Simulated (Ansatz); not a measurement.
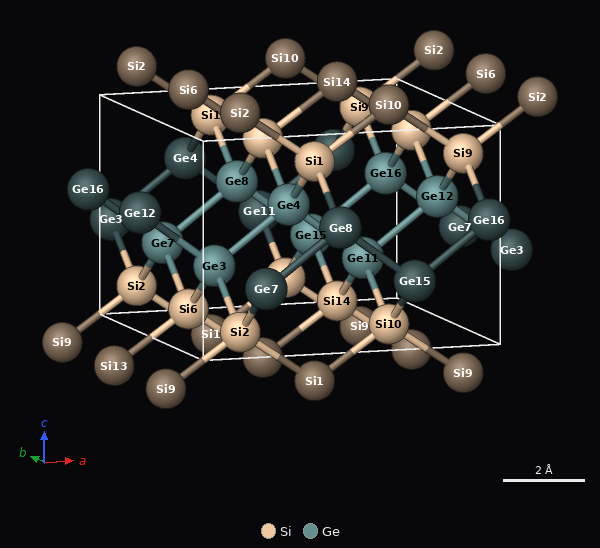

Fig. 1: The input geometry (ball-and-stick view of the cell of the calculation, seen slightly off an axis; neighbours outside the cell are drawn fainter; atoms are numbered from 1 in the order of the input). An atom can appear more than once, as a periodic image. Near neighbours in the periodic cell (some may lie outside the picture): Si has 2 Ge at 2.40 Å and 2 Si at 2.37 Å; Ge has 2 Ge at 2.44 Å and 2 Si at 2.40 Å.

## Molecular dynamics, with input and output: GeSi (part 1 of 2)

- system: GeSi (Pmma, 16 atoms in the cell)
- method: DFT, r2SCAN, plane waves, PAW, no spin polarisation (Ansatz 0.2.0)

The structure was built on a prototype by a generator. The geometry comes from this level: r2SCAN. It belongs to a series of runs on one base structure; here: NVT, Nosé–Hoover thermostat at 300 K. Figures and captions count atoms from 1; the log counts them from 0 in places.

Input:
```yaml
crystal:
  lattice:
    - [7.8505627015, 0.0, 0.0]
    - [0.0, 7.8611772464, 0.0]
    - [0.0, 0.0, 5.5368564562]
  atoms:
    - { symbol: Si, position: [0.375, 0.0, 0.8799877307] }
    - { symbol: Si, position: [0.125, 0.0, 0.1200122693] }
    - { symbol: Ge, position: [0.125, 0.25, 0.3693836834] }
    - { symbol: Ge, position: [0.375, 0.25, 0.6306163166] }
    - { symbol: Si, position: [0.375, 0.5, 0.8799877307] }
    - { symbol: Si, position: [0.125, 0.5, 0.1200122693] }
    - { symbol: Ge, position: [0.125, 0.75, 0.3693836834] }
    - { symbol: Ge, position: [0.375, 0.75, 0.6306163166] }
    - { symbol: Si, position: [0.875, 0.0, 0.8799877307] }
    - { symbol: Si, position: [0.625, 0.0, 0.1200122693] }
    - { symbol: Ge, position: [0.625, 0.25, 0.3693836834] }
    - { symbol: Ge, position: [0.875, 0.25, 0.6306163166] }
    - { symbol: Si, position: [0.875, 0.5, 0.8799877307] }
    - { symbol: Si, position: [0.625, 0.5, 0.1200122693] }
    - { symbol: Ge, position: [0.625, 0.75, 0.3693836834] }
    - { symbol: Ge, position: [0.875, 0.75, 0.6306163166] }
kpoints:
  mp_grid: { grid: [2, 2, 2] }
hamiltonian:
  xc: r2scan
scf:
  occupations: { method: fermi_dirac, width: 0.026 }
md:
  ensemble: nvt_nose_hoover
  temperature: 300
  timestep: 1.0
  n_steps: 40
  initial_velocities: maxwell_boltzmann
  seed: 4652
```

Hardware: 4 threads of Arm Neoverse V2, 112 GiB of memory available, shared host.

Launched with:
```bash
ansatz run input.yaml --threads 4 --pin off --max-ram 3686MiB --backend cpu --events-out ev --progress --plain --runs-dir out
```

Log:
```
Warning: md: disabling space-group detection — thermal motion breaks the input geometry's symmetry, so no spatial operation reduces the k-mesh or symmetrises the density; time reversal is kept, so that k and −k are solved as one point where they differ and the mesh holds both, and exact exchange and, on two spinor components, a DFT+U term hold to it where the run has them: on two components no moment then forms, and a state that bears one, which a typed moment (crystal.atoms[].spin; refused beside efield: under a hybrid functional) reaches, can lie lower, under hf by electronvolts; crystal.symmetry.detect: false (a key that needs symmetry detection or time reversal refuses this as the deck is read) with time_reversal: false beside it drops time reversal too
Engine: ansatz 0.2.0, aarch64-unknown-linux-gnu
Pseudopotentials: kind: paw
Pseudopotential: Si, paw, valence charge 4, recommended cutoff 500 eV (meta_gga), Si.paw.azcp
Pseudopotential: Ge, paw, valence charge 14, recommended cutoff 500 eV (meta_gga), Ge.paw.azcp
Functional definition: r2SCAN
  parameter k0 = 0.174
  parameter k1 = 0.065
  parameter a1 = 4.9479
  exchange = r2scan_x(k0 = k0, k1 = k1, a1 = a1)
  correlation = r2scan_c
Crystal: 16 atoms, lattice volume = 341.705 Å³
Basis set: ecut = 500 eV, 8725 PW (Γ), exchange–correlation on 240×240×180 points (64 copies of the dense FFT grid, shifted against one another)
Bands: 88, of which v1, the nominal top of the filled ones, is band 72 counted from 1 (71 counted from 0)
Symmetry: 1 space group operations
k-points: 8
Non-local potential: Si, projectors of the file, l = 0: 2, l = 1: 2, l = 2: 2
Non-local potential: Ge, projectors of the file, l = 0: 2, l = 1: 2, l = 2: 3, l = 3: 1
PAW form: soft (Blöchl's): semilocal exchange-correlation on the pseudo side does not see the compensation charge
PAW frozen core: Si, regenerated for the run's functional (the file was generated under x = pbe(κ = 0.804, μ = 0.2195149727645171), c = pbe(β = 0.06672455060314922))
PAW frozen core: Ge, regenerated for the run's functional (the file was generated under x = pbe(κ = 0.804, μ = 0.2195149727645171), c = pbe(β = 0.06672455060314922))
PAW one-centre angular grid: Si, 302 points (default); XC on 160 Gauss nodes
PAW one-centre angular grid: Ge, 590 points (default); XC on 160 Gauss nodes
Initial density: superposition of atomic densities (neutral atoms: chi_scale 0, normalization atom), corrected by the library's trained network
Initial wavefunctions: pseudopotential atomic-orbital guess
Functional: x = r2scan, c = r2scan; τ floored in thin density (d = 2e-4 eV/Å³)
SCF iter   1: F=—  HF=-39534.905460 eV  |F-HF|=—  |Δ(HF+E_count)|=         —  Δρ=6.17e-3  dr2=1.22e-1  dr2_τ=6.64e-2  ethr=1.77e-3  ⟨swp⟩=6.1  Hψ=2654  notcnv=0  defer=7
preconditioner: auto → Resta (q_TF=auto, 2.362 Å⁻¹)  ε∞=4.5  [insulator: Δε(μ)=0.598 eV  Ē_g=8.566 eV  σ=0.026 eV  W_gap=1.00  n_scr=68 (ndim 8)  ℏωp=16.1 eV  f_vac=0.004  D(μ)=0.00/eV (n_scr^D=0)  ε∞_Penn≈4.5]
SCF iter   2: F=—  HF=-39534.990796 eV  |F-HF|=—  |Δ(HF+E_count)|=   8.53e-2  Δρ=2.38e-3  dr2=1.62e-2  dr2_τ=1.97e-4  ethr=8.47e-5  ⟨swp⟩=3.0  Hψ=1481  notcnv=0  defer=82
SCF iter   3: F=—  HF=-39534.988828 eV  |F-HF|=—  |Δ(HF+E_count)|=   1.97e-3  Δρ=1.53e-3  dr2=5.54e-3  dr2_τ=5.14e-5  ethr=1.12e-5  ⟨swp⟩=2.9  Hψ=1208  notcnv=0  defer=42
automatic band count: iteration 3 solves 83 bands in place of 88: the levels show a gap, and the empty bands left out lie too high to hold charge; the band table lists the bands solved (type scf.n_extra_bands for more)
SCF iter   4: F=—  HF=-39534.988522 eV  |F-HF|=—  |Δ(HF+E_count)|=   3.06e-4  Δρ=1.94e-4  dr2=9.63e-5  dr2_τ=8.83e-7  ethr=3.85e-6  ⟨swp⟩=2.0  Hψ=792  notcnv=0  defer=42
SCF iter   5: F=—  HF=-39534.988526 eV  |F-HF|=—  |Δ(HF+E_count)|=   4.22e-6  Δρ=3.92e-5  dr2=7.16e-6  dr2_τ=5.66e-8  ethr=6.69e-8  ⟨swp⟩=2.0  Hψ=1152  notcnv=0  defer=42
SCF iter   6: F=—  HF=-39534.988468 eV  |F-HF|=—  |Δ(HF+E_count)|=   5.85e-5  Δρ=6.80e-6  dr2=2.28e-7  dr2_τ=4.57e-9  ethr=4.97e-9  ⟨swp⟩=2.9  Hψ=1229  notcnv=0  defer=42
SCF iter   7: F=—  HF=-39534.988468 eV  |F-HF|=—  |Δ(HF+E_count)|=   7.31e-8  Δρ=3.57e-6  dr2=4.76e-8  dr2_τ=4.43e-10  ethr=1.58e-10  ⟨swp⟩=2.0  Hψ=1198  notcnv=0  defer=42
SCF iter   8: F=-39534.988468 eV  HF=-39534.988468 eV  |F-HF|=5.71e-9  |Δ(HF+E_count)|=   3.53e-8  Δρ=1.53e-6  dr2=8.23e-9  dr2_τ=6.39e-11  ethr=1.11e-11  ⟨swp⟩=4.4  Hψ=2408  notcnv=0
SCF 1 converged in 8 iterations: F = -39534.988468 eV  dr2 = 8.23e-9
  greatest PAW one-centre occupation: 0.998 electrons in one spin orbital (limit 2), on the Ge atom at site 7 (counted from 0), in its partial waves of l = 2
md step     0: t =     0.00 fs  T =   300.0 K  F+E_penalty+E_count = -39534.98846781 eV  E_kin = 0.581670 eV  conserved = -39534.40679782 eV  (8 SCF iters)
Initial density: handed on by an earlier stage of this run
Initial wavefunctions: those handed on with the density
iter 1 solved again at ethr=1.49e-7 eV; its pass at ethr=3.10e-3 eV (dr2=2.15e-4 eV) is discarded
SCF iter   1: F=—  HF=-39534.986803 eV  |F-HF|=—  |Δ(HF+E_count)|=         —  Δρ=3.48e-4  dr2=2.45e-4  dr2_τ=4.12e-4  ethr=1.49e-7  ⟨swp⟩=3.5  Hψ=3381  notcnv=0
automatic band count: iteration 1 solves 83 bands in place of 88: the levels show a gap, and the empty bands left out lie too high to hold charge; the band table lists the bands solved (type scf.n_extra_bands for more)
preconditioner: auto → Resta (q_TF=auto, 2.362 Å⁻¹)  ε∞=4.9  [insulator: Δε(μ)=0.599 eV  Ē_g=8.097 eV  σ=0.026 eV  W_gap=1.00  n_scr=68 (ndim 8)  ℏωp=16.1 eV  f_vac=0.004  D(μ)=0.00/eV (n_scr^D=0)  ε∞_Penn≈4.9]
SCF iter   2: F=—  HF=-39534.987420 eV  |F-HF|=—  |Δ(HF+E_count)|=   6.17e-4  Δρ=2.07e-4  dr2=7.73e-5  dr2_τ=4.74e-7  ethr=1.49e-7  ⟨swp⟩=2.0  Hψ=920  notcnv=0
SCF iter   3: F=—  HF=-39534.987425 eV  |F-HF|=—  |Δ(HF+E_count)|=   5.69e-6  Δρ=3.02e-5  dr2=2.72e-6  dr2_τ=6.74e-8  ethr=5.36e-8  ⟨swp⟩=2.0  Hψ=857  notcnv=0
SCF iter   4: F=—  HF=-39534.987378 eV  |F-HF|=—  |Δ(HF+E_count)|=   4.77e-5  Δρ=1.01e-5  dr2=2.89e-7  dr2_τ=3.84e-9  ethr=1.89e-9  ⟨swp⟩=2.0  Hψ=1237  notcnv=0
SCF iter   5: F=—  HF=-39534.987378 eV  |F-HF|=—  |Δ(HF+E_count)|=   1.03e-8  Δρ=4.92e-6  dr2=7.29e-8  dr2_τ=6.48e-10  ethr=2.01e-10  ⟨swp⟩=2.0  Hψ=1240  notcnv=0
SCF iter   6: F=-39534.987378 eV  HF=-39534.987378 eV  |F-HF|=2.14e-9  |Δ(HF+E_count)|=   2.15e-9  Δρ=1.12e-6  dr2=4.31e-9  dr2_τ=4.11e-11  ethr=1.11e-11  ⟨swp⟩=2.8  Hψ=2234  notcnv=0
SCF 2 converged in 6 iterations: F = -39534.987378 eV  dr2 = 4.31e-9
md step     1: t =     1.00 fs  T =   299.4 K  F+E_penalty+E_count = -39534.98737777 eV  E_kin = 0.580583 eV  conserved = -39534.40679489 eV  (6 SCF iters)
[... from here on the SCF iterations and repeated set-up lines of each step are left out, up to the last step ...]
SCF 3 converged in 6 iterations: F = -39534.983745 eV  dr2 = 3.69e-9
md step     2: t =     2.00 fs  T =   297.6 K  F+E_penalty+E_count = -39534.98374544 eV  E_kin = 0.576957 eV  conserved = -39534.40678921 eV  (6 SCF iters)
SCF 4 converged in 6 iterations: F = -39534.977654 eV  dr2 = 3.31e-9
md step     3: t =     3.00 fs  T =   294.4 K  F+E_penalty+E_count = -39534.97765441 eV  E_kin = 0.570875 eV  conserved = -39534.40678102 eV  (6 SCF iters)
SCF 5 converged in 6 iterations: F = -39534.969229 eV  dr2 = 3.20e-9
md step     4: t =     4.00 fs  T =   290.1 K  F+E_penalty+E_count = -39534.96922906 eV  E_kin = 0.562464 eV  conserved = -39534.40677052 eV  (6 SCF iters)
SCF 6 converged in 2 iterations: F = -39534.958631 eV  dr2 = 2.74e-9
md step     5: t =     5.00 fs  T =   284.6 K  F+E_penalty+E_count = -39534.95863115 eV  E_kin = 0.551885 eV  conserved = -39534.40675799 eV  (2 SCF iters)
SCF 7 converged in 2 iterations: F = -39534.946056 eV  dr2 = 1.45e-8
md step     6: t =     6.00 fs  T =   278.2 K  F+E_penalty+E_count = -39534.94605580 eV  E_kin = 0.539337 eV  conserved = -39534.40674371 eV  (2 SCF iters)
SCF 8 converged in 3 iterations: F = -39534.931727 eV  dr2 = 5.92e-10
md step     7: t =     7.00 fs  T =   270.8 K  F+E_penalty+E_count = -39534.93172678 eV  E_kin = 0.525044 eV  conserved = -39534.40672793 eV  (3 SCF iters)
SCF 9 converged in 2 iterations: F = -39534.915891 eV  dr2 = 5.97e-10
md step     8: t =     8.00 fs  T =   262.7 K  F+E_penalty+E_count = -39534.91589142 eV  E_kin = 0.509255 eV  conserved = -39534.40671098 eV  (2 SCF iters)
SCF 10 converged in 2 iterations: F = -39534.898815 eV  dr2 = 9.58e-10
md step     9: t =     9.00 fs  T =   253.9 K  F+E_penalty+E_count = -39534.89881517 eV  E_kin = 0.492237 eV  conserved = -39534.40669329 eV  (2 SCF iters)
SCF 11 converged in 6 iterations: F = -39534.880776 eV  dr2 = 3.08e-9
md step    10: t =    10.00 fs  T =   244.6 K  F+E_penalty+E_count = -39534.88077584 eV  E_kin = 0.474271 eV  conserved = -39534.40667525 eV  (6 SCF iters)
SCF 12 converged in 2 iterations: F = -39534.862058 eV  dr2 = 9.43e-9
md step    11: t =    11.00 fs  T =   235.0 K  F+E_penalty+E_count = -39534.86205784 eV  E_kin = 0.455641 eV  conserved = -39534.40665725 eV  (2 SCF iters)
SCF 13 converged in 2 iterations: F = -39534.842946 eV  dr2 = 1.38e-8
md step    12: t =    12.00 fs  T =   225.2 K  F+E_penalty+E_count = -39534.84294635 eV  E_kin = 0.436633 eV  conserved = -39534.40663970 eV  (2 SCF iters)
SCF 14 converged in 2 iterations: F = -39534.823722 eV  dr2 = 1.18e-8
md step    13: t =    13.00 fs  T =   215.3 K  F+E_penalty+E_count = -39534.82372163 eV  E_kin = 0.417529 eV  conserved = -39534.40662279 eV  (2 SCF iters)
SCF 15 converged in 2 iterations: F = -39534.804654 eV  dr2 = 1.26e-8
md step    14: t =    14.00 fs  T =   205.6 K  F+E_penalty+E_count = -39534.80465366 eV  E_kin = 0.398600 eV  conserved = -39534.40660663 eV  (2 SCF iters)
SCF 16 converged in 3 iterations: F = -39534.785997 eV  dr2 = 4.00e-10
md step    15: t =    15.00 fs  T =   196.0 K  F+E_penalty+E_count = -39534.78599702 eV  E_kin = 0.380100 eV  conserved = -39534.40659170 eV  (3 SCF iters)
SCF 17 converged in 2 iterations: F = -39534.767986 eV  dr2 = 4.97e-9
md step    16: t =    16.00 fs  T =   186.8 K  F+E_penalty+E_count = -39534.76798638 eV  E_kin = 0.362264 eV  conserved = -39534.40657839 eV  (2 SCF iters)
SCF 18 converged in 2 iterations: F = -39534.750832 eV  dr2 = 7.62e-9
md step    17: t =    17.00 fs  T =   178.1 K  F+E_penalty+E_count = -39534.75083248 eV  E_kin = 0.345302 eV  conserved = -39534.40656686 eV  (2 SCF iters)
SCF 19 converged in 2 iterations: F = -39534.734719 eV  dr2 = 4.04e-9
md step    18: t =    18.00 fs  T =   169.9 K  F+E_penalty+E_count = -39534.73471879 eV  E_kin = 0.329397 eV  conserved = -39534.40655727 eV  (2 SCF iters)
SCF 20 converged in 2 iterations: F = -39534.719799 eV  dr2 = 9.30e-9
md step    19: t =    19.00 fs  T =   162.3 K  F+E_penalty+E_count = -39534.71979887 eV  E_kin = 0.314704 eV  conserved = -39534.40654963 eV  (2 SCF iters)
SCF 21 converged in 6 iterations: F = -39534.706195 eV  dr2 = 2.55e-9
md step    20: t =    20.00 fs  T =   155.4 K  F+E_penalty+E_count = -39534.70619453 eV  E_kin = 0.301343 eV  conserved = -39534.40654402 eV  (6 SCF iters)
SCF 22 converged in 3 iterations: F = -39534.693995 eV  dr2 = 1.02e-9
md step    21: t =    21.00 fs  T =   149.3 K  F+E_penalty+E_count = -39534.69399472 eV  E_kin = 0.289404 eV  conserved = -39534.40654054 eV  (3 SCF iters)
SCF 23 converged in 2 iterations: F = -39534.683255 eV  dr2 = 3.92e-9
md step    22: t =    22.00 fs  T =   143.9 K  F+E_penalty+E_count = -39534.68325520 eV  E_kin = 0.278942 eV  conserved = -39534.40653910 eV  (2 SCF iters)
SCF 24 converged in 2 iterations: F = -39534.673999 eV  dr2 = 5.91e-9
md step    23: t =    23.00 fs  T =   139.2 K  F+E_penalty+E_count = -39534.67399900 eV  E_kin = 0.269982 eV  conserved = -39534.40653950 eV  (2 SCF iters)
SCF 25 converged in 2 iterations: F = -39534.666218 eV  dr2 = 4.22e-9
md step    24: t =    24.00 fs  T =   135.4 K  F+E_penalty+E_count = -39534.66621755 eV  E_kin = 0.262515 eV  conserved = -39534.40654171 eV  (2 SCF iters)
SCF 26 converged in 2 iterations: F = -39534.659872 eV  dr2 = 2.78e-9
md step    25: t =    25.00 fs  T =   132.3 K  F+E_penalty+E_count = -39534.65987246 eV  E_kin = 0.256504 eV  conserved = -39534.40654579 eV  (2 SCF iters)
SCF 27 converged in 2 iterations: F = -39534.654898 eV  dr2 = 6.50e-9
md step    26: t =    26.00 fs  T =   129.9 K  F+E_penalty+E_count = -39534.65489795 eV  E_kin = 0.251884 eV  conserved = -39534.40655166 eV  (2 SCF iters)
SCF 28 converged in 2 iterations: F = -39534.651204 eV  dr2 = 7.59e-9
md step    27: t =    27.00 fs  T =   128.2 K  F+E_penalty+E_count = -39534.65120366 eV  E_kin = 0.248566 eV  conserved = -39534.40655899 eV  (2 SCF iters)
SCF 29 converged in 2 iterations: F = -39534.648678 eV  dr2 = 3.41e-9
md step    28: t =    28.00 fs  T =   127.1 K  F+E_penalty+E_count = -39534.64867790 eV  E_kin = 0.246441 eV  conserved = -39534.40656729 eV  (2 SCF iters)
SCF 30 converged in 2 iterations: F = -39534.647191 eV  dr2 = 5.30e-9
md step    29: t =    29.00 fs  T =   126.6 K  F+E_penalty+E_count = -39534.64719119 eV  E_kin = 0.245381 eV  conserved = -39534.40657616 eV  (2 SCF iters)
SCF 31 converged in 6 iterations: F = -39534.646600 eV  dr2 = 1.67e-9
md step    30: t =    30.00 fs  T =   126.5 K  F+E_penalty+E_count = -39534.64659997 eV  E_kin = 0.245245 eV  conserved = -39534.40658564 eV  (6 SCF iters)
SCF 32 converged in 3 iterations: F = -39534.646750 eV  dr2 = 4.06e-10
md step    31: t =    31.00 fs  T =   126.8 K  F+E_penalty+E_count = -39534.64675044 eV  E_kin = 0.245880 eV  conserved = -39534.40659566 eV  (3 SCF iters)
SCF 33 converged in 2 iterations: F = -39534.647482 eV  dr2 = 3.03e-9
md step    32: t =    32.00 fs  T =   127.5 K  F+E_penalty+E_count = -39534.64748233 eV  E_kin = 0.247129 eV  conserved = -39534.40660583 eV  (2 SCF iters)
SCF 34 converged in 2 iterations: F = -39534.648633 eV  dr2 = 6.66e-9
md step    33: t =    33.00 fs  T =   128.3 K  F+E_penalty+E_count = -39534.64863262 eV  E_kin = 0.248829 eV  conserved = -39534.40661596 eV  (2 SCF iters)
SCF 35 converged in 2 iterations: F = -39534.650039 eV  dr2 = 6.56e-9
md step    34: t =    34.00 fs  T =   129.4 K  F+E_penalty+E_count = -39534.65003911 eV  E_kin = 0.250820 eV  conserved = -39534.40662579 eV  (2 SCF iters)
SCF 36 converged in 2 iterations: F = -39534.651544 eV  dr2 = 4.45e-9
md step    35: t =    35.00 fs  T =   130.5 K  F+E_penalty+E_count = -39534.65154371 eV  E_kin = 0.252945 eV  conserved = -39534.40663513 eV  (2 SCF iters)
SCF 37 converged in 2 iterations: F = -39534.652996 eV  dr2 = 5.24e-9
md step    36: t =    36.00 fs  T =   131.5 K  F+E_penalty+E_count = -39534.65299554 eV  E_kin = 0.255054 eV  conserved = -39534.40664381 eV  (2 SCF iters)
SCF 38 converged in 2 iterations: F = -39534.654254 eV  dr2 = 5.68e-9
md step    37: t =    37.00 fs  T =   132.6 K  F+E_penalty+E_count = -39534.65425359 eV  E_kin = 0.257006 eV  conserved = -39534.40665172 eV  (2 SCF iters)
SCF 39 converged in 2 iterations: F = -39534.655189 eV  dr2 = 2.75e-9
md step    38: t =    38.00 fs  T =   133.4 K  F+E_penalty+E_count = -39534.65518916 eV  E_kin = 0.258673 eV  conserved = -39534.40665873 eV  (2 SCF iters)
SCF 40 converged in 2 iterations: F = -39534.655688 eV  dr2 = 4.60e-9
md step    39: t =    39.00 fs  T =   134.1 K  F+E_penalty+E_count = -39534.65568786 eV  E_kin = 0.259939 eV  conserved = -39534.40666472 eV  (2 SCF iters)
iter 1 solved again at ethr=8.02e-8 eV; its pass at ethr=3.10e-3 eV (dr2=1.15e-4 eV) is discarded
SCF iter   1: F=—  HF=-39534.655455 eV  |F-HF|=—  |Δ(HF+E_count)|=         —  Δρ=2.39e-4  dr2=1.33e-4  dr2_τ=1.54e-4  ethr=8.02e-8  ⟨swp⟩=3.2  Hψ=3324  notcnv=0
automatic band count: iteration 1 solves 83 bands in place of 88: the levels show a gap, and the empty bands left out lie too high to hold charge; the band table lists the bands solved (type scf.n_extra_bands for more)
preconditioner: auto → Resta (q_TF=auto, 2.362 Å⁻¹)  ε∞=5.0  [insulator: Δε(μ)=0.420 eV  Ē_g=8.041 eV  σ=0.026 eV  W_gap=1.00  n_scr=68 (ndim 8)  ℏωp=16.1 eV  f_vac=0.004  D(μ)=0.01/eV (n_scr^D=0)  ε∞_Penn≈5.0]
SCF iter   2: F=—  HF=-39534.655694 eV  |F-HF|=—  |Δ(HF+E_count)|=   2.38e-4  Δρ=1.43e-4  dr2=4.14e-5  dr2_τ=2.08e-7  ethr=8.02e-8  ⟨swp⟩=2.0  Hψ=920  notcnv=0
SCF iter   3: F=—  HF=-39534.655704 eV  |F-HF|=—  |Δ(HF+E_count)|=   1.02e-5  Δρ=2.03e-5  dr2=1.17e-6  dr2_τ=3.06e-8  ethr=2.87e-8  ⟨swp⟩=2.0  Hψ=876  notcnv=0
SCF iter   4: F=—  HF=-39534.655651 eV  |F-HF|=—  |Δ(HF+E_count)|=   5.26e-5  Δρ=7.35e-6  dr2=1.52e-7  dr2_τ=2.05e-9  ethr=8.10e-10  ⟨swp⟩=2.0  Hψ=1240  notcnv=0
SCF iter   5: F=—  HF=-39534.655651 eV  |F-HF|=—  |Δ(HF+E_count)|=   4.68e-8  Δρ=3.55e-6  dr2=3.99e-8  dr2_τ=2.67e-10  ethr=1.06e-10  ⟨swp⟩=2.0  Hψ=1237  notcnv=0
SCF iter   6: F=-39534.655651 eV  HF=-39534.655651 eV  |F-HF|=8.73e-11  |Δ(HF+E_count)|=   9.00e-9  Δρ=1.18e-6  dr2=4.81e-9  dr2_τ=2.30e-11  ethr=1.11e-11  ⟨swp⟩=4.0  Hψ=2104  notcnv=0
SCF 41 converged in 6 iterations: F = -39534.655651 eV  dr2 = 4.81e-9
md step    40: t =    40.00 fs  T =   134.5 K  F+E_penalty+E_count = -39534.65565126 eV  E_kin = 0.260705 eV  conserved = -39534.40666965 eV  (6 SCF iters)
iter 1 solved again at ethr=3.33e-12 eV; its pass at ethr=3.10e-3 eV (dr2=4.80e-9 eV) is discarded
SCF iter   1: F=—  HF=-39534.655651 eV  |F-HF|=—  |Δ(HF+E_count)|=         —  Δρ=1.18e-6  dr2=4.82e-9  dr2_τ=2.30e-11  ethr=3.33e-12  ⟨swp⟩=3.8  Hψ=2569  notcnv=0
preconditioner: auto → Resta (q_TF=auto, 2.362 Å⁻¹)  ε∞=4.6  [insulator: Δε(μ)=0.420 eV  Ē_g=8.507 eV  σ=0.026 eV  W_gap=1.00  n_scr=68 (ndim 8)  ℏωp=16.1 eV  f_vac=0.004  D(μ)=0.01/eV (n_scr^D=0)  ε∞_Penn≈4.6]
SCF iter   2: F=-39534.655651 eV  HF=-39534.655651 eV  |F-HF|=7.42e-10  |Δ(HF+E_count)|=  4.80e-10  Δρ=6.99e-7  dr2=1.72e-9  dr2_τ=9.31e-12  ethr=3.33e-12  ⟨swp⟩=3.0  Hψ=1888  notcnv=0
SCF 42 converged in 2 iterations: F = -39534.655651 eV  dr2 = 1.72e-9
```
